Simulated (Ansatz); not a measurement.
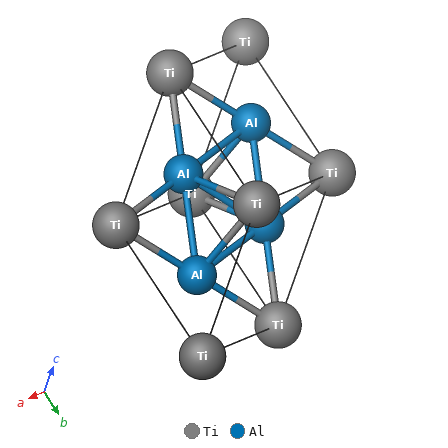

System: TiAl₃, space group I4/mmm (No. 139). The picture shows the cell.

Starting cell:
```yaml
crystal:
  lattice:
    - [-1.90777, 1.90777, 4.27700]
    - [1.90777, -1.90777, 4.27700]
    - [1.90777, 1.90777, -4.27700]
  atoms:
    - { symbol: Ti, position: [0.00000, 0.00000, 0.00000] }
    - { symbol: Al, position: [0.50000, 0.50000, 0.00000] }
    - { symbol: Al, position: [0.75000, 0.25000, 0.50000] }
    - { symbol: Al, position: [0.25000, 0.75000, 0.50000] }
```

Method: deformation of a crystal at fixed volume, lengths along the axis scaled against those across it, fractional coordinates fixed, by plane-wave density functional theory with PAW datasets, free energies less that of the undisturbed cell; scalar-relativistic (Ansatz 0.2.0). Level: PBEsol, no spin polarisation.

wave cutoff 420 eV; k mesh 20×20×20; occupations Gaussian; smearing width 0.15 eV; k shift (0, 0, 0) (mesh steps); start relaxed; path tetragonal; axis direction (0, 0, 1) (Cartesian unit vector).

Predict the energy change against relative axial ratio. The relative axial ratio takes the values 0.85, 0.92, 0.96, 1.00, 1.10, 1.20.

The energy change is 134 meV/atom at relative axial ratio 0.85 and 219 meV/atom at 1.20; the lowest computed point is at relative axial ratio 1.00 (0 meV/atom), and no other minimum shows.

```
axial ratio relative to the start  energy change (meV/atom)
                             0.85                       134
                             0.92                        39
                             0.96                        10
                             1.00                         0
                             1.10                        59
                             1.20                       219
```

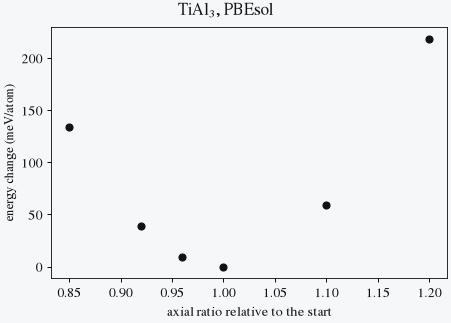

Note: shape and atomic fractions are frozen while scaling, which makes layered, chain and framework solids too stiff.
